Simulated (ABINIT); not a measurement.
**PbO: phonon calculation (part 2 of 4)**

The same run, continued: PbO (4 atoms in the cell); Kohn-Sham DFT of a periodic cell, LDA, JTH PAW LDA v2.0, no spin polarisation (ABINIT 10.8.3); cutoff 517.02 eV, 6×6×4 k-mesh, fixed occupations. The structure derives from an entry of the Crystallography Open Database.

Geometry of the input (Å; fractional positions):
```
3.9900  0.0000  0.0000
0.0000  3.9900  0.0000
0.0000  0.0000  5.0100
Pb 0.5000  0.0000  0.7600
Pb 0.0000  0.5000  0.2400
O  0.5000  0.5000  0.0000
O  0.0000  0.0000  0.0000
```

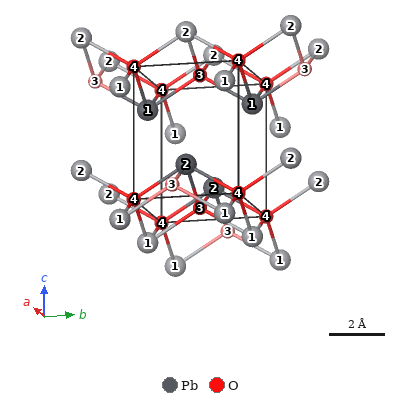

The input geometry (ball-and-stick view of the cell of the calculation, seen at an oblique angle; neighbours outside the cell are drawn fainter; atoms are numbered from 1 in the order of the input). An atom can appear more than once, as a periodic image.

### Log, continued
```
 cartesian forces (eV/Angstrom) at end:
    1     -0.00000000000000    -0.00000000000000     0.57791079670806
    2     -0.00000000000000    -0.00000000000000    -0.57791079670806
    3     -0.00000000000000    -0.00000000000000    -0.00000000000000
    4     -0.00000000000000    -0.00000000000000    -0.00000000000000
 frms,max,avg= 2.3593109E-01 5.7791080E-01   0.000E+00  0.000E+00  0.000E+00 e/A
 length scales=  7.540007242372  7.540007242372  9.467527890798 bohr
              =  3.990000000000  3.990000000000  5.010000000000 angstroms
 Fermi (or HOMO) energy (hartree) =   0.18006   Average Vxc (hartree)=  -0.35323
 Eigenvalues (hartree) for nkpt=  12  k points:
 kpt#   1, nband= 20, wtk=  0.05556, kpt=  0.0833  0.0833  0.1250 (reduced coord)
  -0.47771   -0.46044   -0.39984   -0.39941   -0.39736   -0.39711   -0.39442   -0.39256
  -0.39191   -0.39118   -0.39013   -0.33960   -0.10028   -0.04648    0.02910    0.03579
   0.11381    0.11436    0.13064    0.18006
 prteigrs : prtvol=0 or 1, do not print more k-points.

--- !EnergyTerms
iteration_state     : {dtset: 1, }
comment             : Components of total free energy in Hartree
kinetic             :  2.51022953435487E+01
hartree             :  5.03363314045328E+01
xc                  : -1.07783393746934E+01
Ewald energy        : -1.13569001533057E+02
psp_core            :  3.94959390453100E+00
local_psp           : -1.57166040063102E+02
PAW spherical_terms :  4.70314936973508E+01
total_energy        : -1.55093666620889E+02
total_energy_eV     : -4.22031366672643E+03
...

--- !EnergyTermsDC
iteration_state     : {dtset: 1, }
comment             : '"Double-counting" decomposition of free energy'
band_energy         : -8.84079254088729E+00
Ewald energy        : -1.13569001533057E+02
psp_core            :  3.94959390453100E+00
xc_dc               : -4.81476494250451E+01
PAW spherical_terms :  1.15141829282818E+01
total_energy_dc     : -1.55093666666177E+02
total_energy_dc_eV  : -4.22031366795877E+03
...

--- !EnergyTermsWithPAWCore
iteration_state     : {dtset: 1, }
comment             : 'Components of total free energy, including PAW core contributions'
Total energy        : -4.18913290845606E+04
Total energy DC     : -4.18913290846059E+04
Total energy (eV)   : -1.13992113607748E+06
Total energy DC (eV): -1.13992113607871E+06
...

 Cartesian components of stress tensor (hartree/bohr^3)
  sigma(1 1)=  1.64010441E-04  sigma(3 2)=  0.00000000E+00
  sigma(2 2)=  1.64010441E-04  sigma(3 1)=  0.00000000E+00
  sigma(3 3)=  1.55139234E-04  sigma(2 1)=  0.00000000E+00

-Cartesian components of stress tensor (GPa)         [Pressure= -4.7384E+00 GPa]
- sigma(1 1)=  4.82535376E+00  sigma(3 2)=  0.00000000E+00
- sigma(2 2)=  4.82535376E+00  sigma(3 1)=  0.00000000E+00
- sigma(3 3)=  4.56435386E+00  sigma(2 1)=  0.00000000E+00

================================================================================
== DATASET  2 ==================================================================

--- !DatasetInfo
iteration_state: {dtset: 2, }
dimensions: {natom: 4, nkpt: 72, mband: 20, nsppol: 1, nspinor: 1, nspden: 1, mpw: 2146, }
cutoff_energies: {ecut:  19.0, pawecutdg:  38.0, }
electrons: {nelect:   4.00000000E+01, charge:   0.00000000E+00, occopt:   1.00000000E+00, tsmear:   1.00000000E-02, }
meta: {optdriver: 1, rfelfd: 2, }
...

 mkfilename : getwfk/=0, take file _WFK from output of DATASET   1.

 Exchange-correlation functional for the present dataset will be:
  LDA: Perdew-Wang 92 LSD fit to Ceperley-Alder data - ixc=7
  J.P.Perdew and Y.Wang, PRB 45, 13244 (1992)

 Real(R)+Recip(G) space primitive vectors, cartesian coordinates (Bohr,Bohr^-1):
 R(1)=  7.5400072  0.0000000  0.0000000  G(1)=  0.1326259  0.0000000  0.0000000
 R(2)=  0.0000000  7.5400072  0.0000000  G(2)=  0.0000000  0.1326259  0.0000000
 R(3)=  0.0000000  0.0000000  9.4675279  G(3)=  0.0000000  0.0000000  0.1056242
 Unit cell volume ucvol=  5.3824514E+02 bohr^3
 Angles (23,13,12)=  9.00000000E+01  9.00000000E+01  9.00000000E+01 degrees
 setup1 : take into account q-point for computing boxcut.

 Coarse grid specifications (used for wave-functions):

 getcut: wavevector=  0.0000  0.0000  0.0000  ngfft=  30  30  40
         ecut(hartree)=     19.000   => boxcut(ratio)=   2.02772

 Fine grid specifications (used for densities):

 getcut: wavevector=  0.0000  0.0000  0.0000  ngfft=  45  45  54
         ecut(hartree)=     38.000   => boxcut(ratio)=   2.05542
--------------------------------------------------------------------------------

 ==>  initialize data related to q vector <==

 The list of irreducible perturbations for this q vector is:
    1)    idir= 1    ipert=   5
    2)    idir= 2    ipert=   5
    3)    idir= 3    ipert=   5

================================================================================

--------------------------------------------------------------------------------
 Perturbation wavevector (in red.coord.)   0.000000  0.000000  0.000000
 Perturbation : derivative vs k along direction   1
 The set of symmetries contains only one element for this perturbation.
 symkpt : not enough symmetry to change the number of k points.

--------------------------------------------------------------------------------

--------------------------------------------------------------------------------

 Initialisation of the first-order wave-functions :
  ireadwf=   0

--- !BeginCycle
iteration_state: {dtset: 2, }
solver: {iscf: -3, nstep: 80, nline: 4, wfoptalg: 10, }
tolerances: {tolwfr: 1.00E-18, }
...

     iter   2DEtotal(Ha)        deltaE(Ha) residm    vres2
-ETOT  1  -26.905298554237     -2.691E+01 9.744E-01 0.000E+00
 ETOT  2  -27.400884926916     -4.956E-01 2.150E-01 0.000E+00
 ETOT  3  -27.434799670169     -3.391E-02 3.439E-03 0.000E+00
 ETOT  4  -27.438061483767     -3.262E-03 4.883E-03 0.000E+00
 ETOT  5  -27.438427552300     -3.661E-04 5.629E-05 0.000E+00
 ETOT  6  -27.438473267138     -4.571E-05 1.375E-04 0.000E+00
 ETOT  7  -27.438479456307     -6.189E-06 1.616E-06 0.000E+00
 ETOT  8  -27.438480348128     -8.918E-07 4.084E-06 0.000E+00
 ETOT  9  -27.438480483101     -1.350E-07 4.776E-08 0.000E+00
 ETOT 10  -27.438480504303     -2.120E-08 1.238E-07 0.000E+00
 ETOT 11  -27.438480507728     -3.426E-09 1.438E-09 0.000E+00
 ETOT 12  -27.438480508294     -5.658E-10 3.804E-09 0.000E+00
 ETOT 13  -27.438480508389     -9.492E-11 4.392E-11 0.000E+00
 ETOT 14  -27.438480508405     -1.619E-11 1.179E-10 0.000E+00
 ETOT 15  -27.438480508408     -2.679E-12 1.357E-12 0.000E+00
 ETOT 16  -27.438480508408     -5.613E-13 3.679E-12 0.000E+00
 ETOT 17  -27.438480508408     -4.263E-14 4.232E-14 0.000E+00
 ETOT 18  -27.438480508409     -3.553E-14 1.154E-13 0.000E+00
 ETOT 19  -27.438480508408      2.842E-14 1.330E-15 0.000E+00
 ETOT 20  -27.438480508408      0.000E+00 3.633E-15 0.000E+00
 ETOT 21  -27.438480508408     -1.066E-14 4.208E-17 0.000E+00
 ETOT 22  -27.438480508408      1.066E-14 1.147E-16 0.000E+00
 ETOT 23  -27.438480508408      3.553E-15 1.338E-18 0.000E+00
 ETOT 24  -27.438480508408     -7.105E-15 9.977E-19 0.000E+00

 At SCF step   24   max residual=  9.98E-19 < tolwfr=  1.00E-18 =>converged.
================================================================================

 ----iterations are completed or convergence reached----

 Mean square residual over all n,k,spin=   51.292E-20; max=  99.775E-20
 dfpt_looppert : ek2=    5.5552831251E+01
          f-sum rule ratio=    5.9035262623E-01
 Expectation of eigenvalue derivatives (hartree) for nkpt=  72  k points:
  (in case of degenerate eigenvalues, averaged derivative)
 kpt#   1, nband= 20, wtk=  0.01389, kpt=  0.0833  0.0833  0.1250 (reduced coord)
   0.01239   -0.00387    0.00052    0.00525    0.00401    0.00345   -0.00098   -0.00217
   0.00088   -0.00113    0.01454   -0.01565    0.00106   -0.04024   -0.00969    0.06844
  -0.11699   -0.07311    0.03059   -0.00138
 prteigrs : prtvol=0 or 1, do not print more k-points.

 2DEtotal=   -0.2743848051E+02 Ha. Also 2DEtotal=   -0.746639091117E+03 eV
    (  non-var. 2DEtotal :   -2.7438480508E+01 Ha)

--------------------------------------------------------------------------------
 Perturbation wavevector (in red.coord.)   0.000000  0.000000  0.000000
 Perturbation : derivative vs k along direction   2
 The set of symmetries contains only one element for this perturbation.
 symkpt : not enough symmetry to change the number of k points.

--------------------------------------------------------------------------------

--------------------------------------------------------------------------------

 Initialisation of the first-order wave-functions :
  ireadwf=   0

--- !BeginCycle
iteration_state: {dtset: 2, }
solver: {iscf: -3, nstep: 80, nline: 4, wfoptalg: 10, }
tolerances: {tolwfr: 1.00E-18, }
...

     iter   2DEtotal(Ha)        deltaE(Ha) residm    vres2
-ETOT  1  -26.905298552820     -2.691E+01 9.744E-01 0.000E+00
 ETOT  2  -27.400884924586     -4.956E-01 2.150E-01 0.000E+00
 ETOT  3  -27.434799667687     -3.391E-02 3.439E-03 0.000E+00
 ETOT  4  -27.438061481267     -3.262E-03 4.883E-03 0.000E+00
 ETOT  5  -27.438427549799     -3.661E-04 5.629E-05 0.000E+00
 ETOT  6  -27.438473264637     -4.571E-05 1.375E-04 0.000E+00
 ETOT  7  -27.438479453805     -6.189E-06 1.616E-06 0.000E+00
 ETOT  8  -27.438480345626     -8.918E-07 4.084E-06 0.000E+00
 ETOT  9  -27.438480480599     -1.350E-07 4.776E-08 0.000E+00
 ETOT 10  -27.438480501801     -2.120E-08 1.238E-07 0.000E+00
 ETOT 11  -27.438480505227     -3.426E-09 1.438E-09 0.000E+00
 ETOT 12  -27.438480505792     -5.658E-10 3.804E-09 0.000E+00
 ETOT 13  -27.438480505887     -9.497E-11 4.392E-11 0.000E+00
 ETOT 14  -27.438480505903     -1.613E-11 1.179E-10 0.000E+00
 ETOT 15  -27.438480505906     -2.782E-12 1.357E-12 0.000E+00
 ETOT 16  -27.438480505907     -4.157E-13 3.679E-12 0.000E+00
 ETOT 17  -27.438480505907     -9.948E-14 4.232E-14 0.000E+00
 ETOT 18  -27.438480505907     -1.421E-14 1.154E-13 0.000E+00
 ETOT 19  -27.438480505907     -1.776E-14 1.330E-15 0.000E+00
 ETOT 20  -27.438480505907      7.105E-15 3.633E-15 0.000E+00
 ETOT 21  -27.438480505907     -1.776E-14 4.208E-17 0.000E+00
 ETOT 22  -27.438480505907      7.105E-15 1.147E-16 0.000E+00
 ETOT 23  -27.438480505907      0.000E+00 1.338E-18 0.000E+00
 ETOT 24  -27.438480505907      0.000E+00 9.977E-19 0.000E+00

 At SCF step   24   max residual=  9.98E-19 < tolwfr=  1.00E-18 =>converged.
================================================================================

 ----iterations are completed or convergence reached----

 Mean square residual over all n,k,spin=   51.292E-20; max=  99.775E-20
 dfpt_looppert : ek2=    5.5552831251E+01
          f-sum rule ratio=    5.9035262616E-01
 Expectation of eigenvalue derivatives (hartree) for nkpt=  72  k points:
  (in case of degenerate eigenvalues, averaged derivative)
 kpt#   1, nband= 20, wtk=  0.01389, kpt=  0.0833  0.0833  0.1250 (reduced coord)
   0.01239   -0.00387    0.00052    0.00525    0.00401    0.00345   -0.00098   -0.00217
   0.00088   -0.00113    0.01454   -0.01565    0.00106   -0.04024   -0.00969    0.06844
  -0.11699   -0.07311    0.03059   -0.00138
 prteigrs : prtvol=0 or 1, do not print more k-points.

 2DEtotal=   -0.2743848051E+02 Ha. Also 2DEtotal=   -0.746639091049E+03 eV
    (  non-var. 2DEtotal :   -2.7438480505E+01 Ha)

--------------------------------------------------------------------------------
 Perturbation wavevector (in red.coord.)   0.000000  0.000000  0.000000
 Perturbation : derivative vs k along direction   3
 The set of symmetries contains only one element for this perturbation.
 symkpt : not enough symmetry to change the number of k points.

--------------------------------------------------------------------------------

--------------------------------------------------------------------------------

 Initialisation of the first-order wave-functions :
  ireadwf=   0

--- !BeginCycle
iteration_state: {dtset: 2, }
solver: {iscf: -3, nstep: 80, nline: 4, wfoptalg: 10, }
tolerances: {tolwfr: 1.00E-18, }
...

     iter   2DEtotal(Ha)        deltaE(Ha) residm    vres2
-ETOT  1  -16.924118589139     -1.692E+01 3.357E-01 0.000E+00
 ETOT  2  -17.231040608323     -3.069E-01 6.129E-02 0.000E+00
 ETOT  3  -17.252007783351     -2.097E-02 3.235E-03 0.000E+00
 ETOT  4  -17.254005009143     -1.997E-03 1.540E-03 0.000E+00
 ETOT  5  -17.254225462703     -2.205E-04 6.009E-05 0.000E+00
 ETOT  6  -17.254252519769     -2.706E-05 4.627E-05 0.000E+00
 ETOT  7  -17.254256113663     -3.594E-06 1.901E-06 0.000E+00
 ETOT  8  -17.254256622447     -5.088E-07 1.501E-06 0.000E+00
 ETOT  9  -17.254256698185     -7.574E-08 6.240E-08 0.000E+00
 ETOT 10  -17.254256709939     -1.175E-08 4.960E-08 0.000E+00
 ETOT 11  -17.254256711826     -1.888E-09 2.075E-09 0.000E+00
 ETOT 12  -17.254256712138     -3.116E-10 1.658E-09 0.000E+00
 ETOT 13  -17.254256712191     -5.270E-11 6.980E-11 0.000E+00
 ETOT 14  -17.254256712200     -9.070E-12 5.607E-11 0.000E+00
 ETOT 15  -17.254256712201     -1.592E-12 2.372E-12 0.000E+00
 ETOT 16  -17.254256712202     -2.807E-13 1.914E-12 0.000E+00
 ETOT 17  -17.254256712202     -5.329E-14 8.126E-14 0.000E+00
 ETOT 18  -17.254256712202     -1.421E-14 6.578E-14 0.000E+00
 ETOT 19  -17.254256712202      7.105E-15 2.798E-15 0.000E+00
 ETOT 20  -17.254256712202      3.553E-15 2.271E-15 0.000E+00
 ETOT 21  -17.254256712202     -1.776E-14 9.662E-17 0.000E+00
 ETOT 22  -17.254256712202      7.105E-15 7.860E-17 0.000E+00
 ETOT 23  -17.254256712202     -3.553E-15 3.344E-18 0.000E+00
 ETOT 24  -17.254256712202      3.553E-15 9.932E-19 0.000E+00

 At SCF step   24   max residual=  9.93E-19 < tolwfr=  1.00E-18 =>converged.
================================================================================

 ----iterations are completed or convergence reached----

 Mean square residual over all n,k,spin=   50.821E-20; max=  99.323E-20
 dfpt_looppert : ek2=    3.5235183477E+01
          f-sum rule ratio=    5.9036408100E-01
 Expectation of eigenvalue derivatives (hartree) for nkpt=  72  k points:
  (in case of degenerate eigenvalues, averaged derivative)
 kpt#   1, nband= 20, wtk=  0.01389, kpt=  0.0833  0.0833  0.1250 (reduced coord)
   0.00186    0.00128    0.00365    0.00269    0.00334   -0.00246    0.00198   -0.00300
  -0.00452   -0.00263   -0.00011    0.00121   -0.15837    0.19817    0.01145    0.01404
   0.01315   -0.00872    0.00004   -0.04221
 prteigrs : prtvol=0 or 1, do not print more k-points.

 2DEtotal=   -0.1725425671E+02 Ha. Also 2DEtotal=   -0.469512243783E+03 eV
    (  non-var. 2DEtotal :   -1.7254256712E+01 Ha)
================================================================================

 ---- first-order wavefunction calculations are completed ----

 respfn : d/dk was computed, but no 2DTE, so no DDB output.

================================================================================
== DATASET  3 ==================================================================

--- !DatasetInfo
iteration_state: {dtset: 3, }
dimensions: {natom: 4, nkpt: 72, mband: 20, nsppol: 1, nspinor: 1, nspden: 1, mpw: 2146, }
cutoff_energies: {ecut:  19.0, pawecutdg:  38.0, }
electrons: {nelect:   4.00000000E+01, charge:   0.00000000E+00, occopt:   1.00000000E+00, tsmear:   1.00000000E-02, }
meta: {optdriver: 1, rfelfd: 3, rfphon: 1, }
...

 mkfilename : getwfk/=0, take file _WFK from output of DATASET   1.

 mkfilename : getddk/=0, take file _1WF from output of DATASET   2.

 Exchange-correlation functional for the present dataset will be:
  LDA: Perdew-Wang 92 LSD fit to Ceperley-Alder data - ixc=7
  J.P.Perdew and Y.Wang, PRB 45, 13244 (1992)

 Real(R)+Recip(G) space primitive vectors, cartesian coordinates (Bohr,Bohr^-1):
 R(1)=  7.5400072  0.0000000  0.0000000  G(1)=  0.1326259  0.0000000  0.0000000
 R(2)=  0.0000000  7.5400072  0.0000000  G(2)=  0.0000000  0.1326259  0.0000000
 R(3)=  0.0000000  0.0000000  9.4675279  G(3)=  0.0000000  0.0000000  0.1056242
 Unit cell volume ucvol=  5.3824514E+02 bohr^3
 Angles (23,13,12)=  9.00000000E+01  9.00000000E+01  9.00000000E+01 degrees
 setup1 : take into account q-point for computing boxcut.

 Coarse grid specifications (used for wave-functions):

 getcut: wavevector=  0.0000  0.0000  0.0000  ngfft=  30  30  40
         ecut(hartree)=     19.000   => boxcut(ratio)=   2.02772

 Fine grid specifications (used for densities):

 getcut: wavevector=  0.0000  0.0000  0.0000  ngfft=  45  45  54
         ecut(hartree)=     38.000   => boxcut(ratio)=   2.05542
--------------------------------------------------------------------------------

-open ddk wf file :runo_DS2_1WF13
-open ddk wf file :runo_DS2_1WF14
-open ddk wf file :runo_DS2_1WF15

 ==>  initialize data related to q vector <==

 The list of irreducible perturbations for this q vector is:
    1)    idir= 1    ipert=   1
    2)    idir= 3    ipert=   1
    3)    idir= 1    ipert=   3
    4)    idir= 3    ipert=   3
    5)    idir= 1    ipert=   6
    6)    idir= 3    ipert=   6

================================================================================

 The perturbation idir=   2  ipert=   1 is
 symmetric of a previously calculated perturbation.
 So, its SCF calculation is not needed.

 The perturbation idir=   1  ipert=   2 is
 symmetric of a previously calculated perturbation.
 So, its SCF calculation is not needed.
```
